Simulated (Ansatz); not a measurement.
**A series of single points on Al**

System: Al (P6₃/mmc, 2 atoms in the cell).
Method: DFT, PBEsol, plane waves (420 eV) with PAW, scalar-relativistic, no spin polarisation (Ansatz 0.2.0).

The 6 runs differ only in the geometry, by an even scaling of the cell at fixed fractional positions.

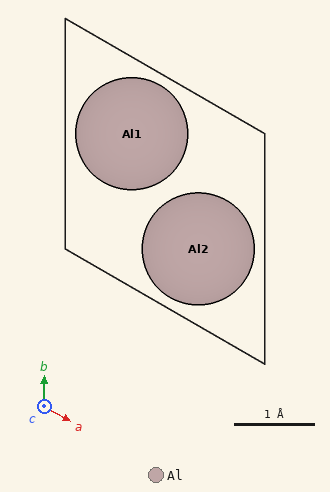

Figure 1. The structure of run 4 (spheres-only view of the cell of the calculation, along the c axis; atoms are numbered from 1 in the order of the input).

## Input of run 4
```yaml
crystal:
  lattice:
    - [2.8950843978, 0.0, 0.0]
    - [-1.4475421989, 2.5072166346, 0.0]
    - [0.0, 0.0, 4.6710465135]
  atoms:
    - { symbol: Al, position: [0.3333333333, 0.6666666667, 0.25] }
    - { symbol: Al, position: [0.6666666667, 0.3333333333, 0.75] }
hamiltonian:
  xc: pbesol
  pseudopotentials:
    kind: paw
    azcp:
      Al: "pseudopotentials/Al.paw.azcp"
basis:
  ecutwfc: 420
  fft_grid_basis: typed
kpoints:
  mp_grid: { grid: [14, 14, 8], shift: [0, 0, 0] }
magnetization:
  spin_polarized: false
scf:
  occupations: { method: fermi_dirac, width: 0.1 }
  lower_state_search: "off"
output:
  stress: true
```

Run 5 differs from it as follows:
```diff
-    - [2.8950843978, 0.0, 0.0]
-    - [-1.4475421989, 2.5072166346, 0.0]
-    - [0.0, 0.0, 4.6710465135]
+    - [2.9317349265, 0.0, 0.0]
+    - [-1.4658674632, 2.5389569235, 0.0]
+    - [0.0, 0.0, 4.7301799621]
```

## Results, with one run withheld

```tsv
run	volume per atom (Å³)	free energy per atom, from the lowest run given (meV)	pressure (GPa)
1	14.345	73.37	13.44
2	15.649	7.05	3.57
3	16.301	0.00	0.03
4	16.953	5.90	−2.82
5	17.605	?	?
6	18.257	46.82	−6.92
```

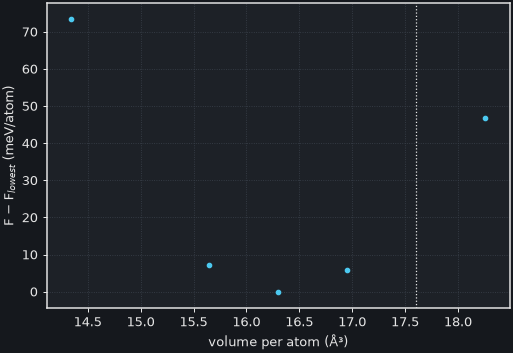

Figure 2. Free energy per atom of the runs given; the dotted line marks run 5.

What should run 5 give?

A cubic polynomial in V^(−2/3) (the Birch–Murnaghan form), fitted to the 5 runs given, misses them by at most 0.01 meV per atom. With x = V^(−2/3) − 0.15610 Å⁻², it reads F = 0.13832 + 440.87 x + 3.7474e+05 x² + 5.4278e+05 x³ (meV per atom). At run 5 it gives 22.17 meV per atom, and the run itself gives 22.19. The slope of the fit gives a pressure −dF/dV of −5.10 GPa there, and the run prints −5.10 GPa. The fit has its minimum at 16.306 Å³ per atom, where V d²F/dV² gives 78.9 GPa. Cell shape and fractional positions are held, so this is the stiffness under even scaling; the relaxed bulk modulus wasn't computed.

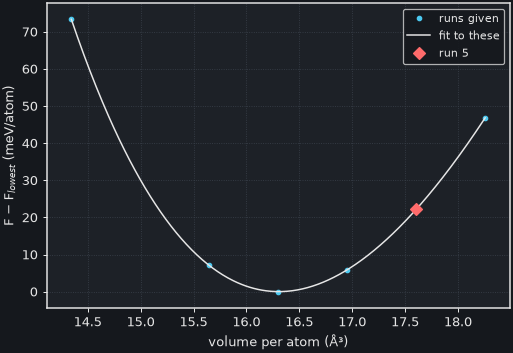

Figure 3. The fit and the withheld run.

## Output, shortened to warnings, some set-up lines, iterations and results (run 5)
```
Warning: [file] the record states the generating functional pbe (its physics header spells it `PBE`), which answers neither for hamiltonian.xc's functional nor for the pbesol family's — results may be inconsistent (PPs are generated against a specific XC)
Basis set: ecut = 420 eV, 687 PW (Γ)
Symmetry: 24 space group operations
k-points: 120 of 1568
Initial density: superposition of atomic densities (neutral atoms: chi_scale 0, normalization atom), corrected by the library's trained network
[...]
SCF iter   1: F=—  HF=-1048.994185 eV  |F-HF|=—  |Δ(HF+E_count)|=         —  Δρ=1.89e-3  dr2=1.54e-3  ethr=1.77e-3  ⟨swp⟩=5.2  Hψ=6900  notcnv=0
SCF iter   2: F=—  HF=-1048.993969 eV  |F-HF|=—  |Δ(HF+E_count)|=   2.16e-4  Δρ=1.15e-3  dr2=5.91e-4  ethr=2.57e-5  ⟨swp⟩=1.1  Hψ=1810  notcnv=0
SCF iter   3: F=—  HF=-1048.993786 eV  |F-HF|=—  |Δ(HF+E_count)|=   1.82e-4  Δρ=3.67e-5  dr2=2.99e-7  ethr=9.84e-6  ⟨swp⟩=1.9  Hψ=1120  notcnv=0
SCF iter   4: F=—  HF=-1048.993786 eV  |F-HF|=—  |Δ(HF+E_count)|=   1.90e-8  Δρ=6.49e-6  dr2=1.64e-8  ethr=4.98e-9  ⟨swp⟩=2.0  Hψ=1213  notcnv=0
SCF iter   5: F=-1048.993786 eV  HF=-1048.993786 eV  |F-HF|=1.55e-11  |Δ(HF+E_count)|=   8.42e-9  Δρ=1.14e-6  dr2=3.44e-10  ethr=2.73e-10  ⟨swp⟩=2.0  Hψ=1208  notcnv=0
SCF iter   6: F=-1048.993786 eV  HF=-1048.993786 eV  |F-HF|=0.00e0  |Δ(HF+E_count)|=  3.64e-12  Δρ=3.04e-8  dr2=2.65e-13  ethr=5.74e-12  ⟨swp⟩=1.0  Hψ=2387  notcnv=0
SCF 1 converged in 6 iterations: F = -1048.993786 eV  dr2 = 2.65e-13
SCF converged after 6 iterations
Free energy (F): -1048.993786 eV
Harris-Foulkes:  -1048.993786 eV  (|F-HF|=0.00e0)
Internal energy: -1048.962457 eV  (E = F + TS)
E sigma→0 (E₀):  -1048.978122 eV
Entropy (-TS):   -0.031329 eV (-15.665 meV/atom)
Fermi energy:    7.219929 eV
--- Per-component energies (eV) ---
  E_band       = 17.964620
  E_kinetic    = 43.705991
  E_local      = 17.471324  (includes V_loc(G=0)·N_el)
  E_nonlocal   = 20.644321
  E_hartree    = 0.182045
  E_xc         = -77.937482
  E_vxc        = -57.189546  (∫ρ·V_xc dr)
  E_paw        = -909.188270  (= ΣΔE_a)
  E_vpaw       = -7.031555  (= ΣTr[D̂ρ^β])
  E_aug_tail   = -0.000005  (compensation charges beyond the density's cutoff)
  E_ewald      = -143.878659
  E_core_change = 0.038278  (= ΣΔE_core)
  E_smearing   = -0.031329  (= −TS)
  E_closure    = 0.000000  (closes the sum)
  Σ components = -1048.993786   (vs F -1048.993786, Δ=0.00e0)
--- Stress (GPa, compression-positive) ---
       -5.542712       0.000000       0.000000
       -0.000000      -5.542712       0.000000
        0.000000       0.000000      -4.224846
  P = ⅓ Tr σ = -5.1034 GPa (-51.034 kbar)
```

The program warns: the PAW datasets were made with another functional.
